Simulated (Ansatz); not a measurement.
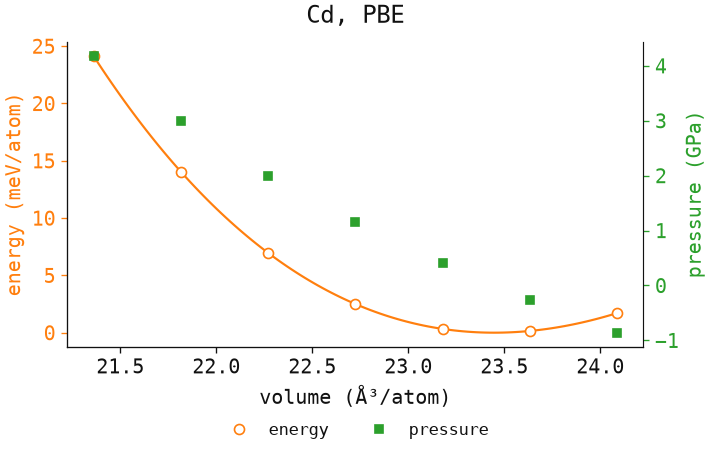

The picture above shows the energy and pressure against volume for Cd, space group Im-3m (No. 229).

Cell as given: a = 3.091 Å, b = 3.091 Å, c = 3.091 Å, α = 109.47°, β = 109.47°, γ = 109.47°; 1 atom.

How it was computed, with Ansatz 0.2.0: plane-wave DFT, no spin polarisation; energies at scaled volumes of the given cell, shape and fractions fixed, counted from the fit's minimum, third-order Birch-Murnaghan fit. Level: PBE.

- k mesh: 10×10×10
- occupations: Fermi–Dirac
- smearing width: 0.05 eV
- potentials: Ansatz PAW
- wave cutoff: 420 eV
- density cutoff: 1680 eV

**Give the fitted equation-of-state parameters.**

A third-order Birch–Murnaghan fit gives V0 = 23.45 Å³/atom, B0 = 33.4 GPa and B′ = 6.1.

**What does the pressure do across the range?**

It falls from 4.18 GPa at volume 21.36 Å³/atom to −0.86 GPa at 24.09 Å³/atom, and changes sign near 23.46 Å³/atom.
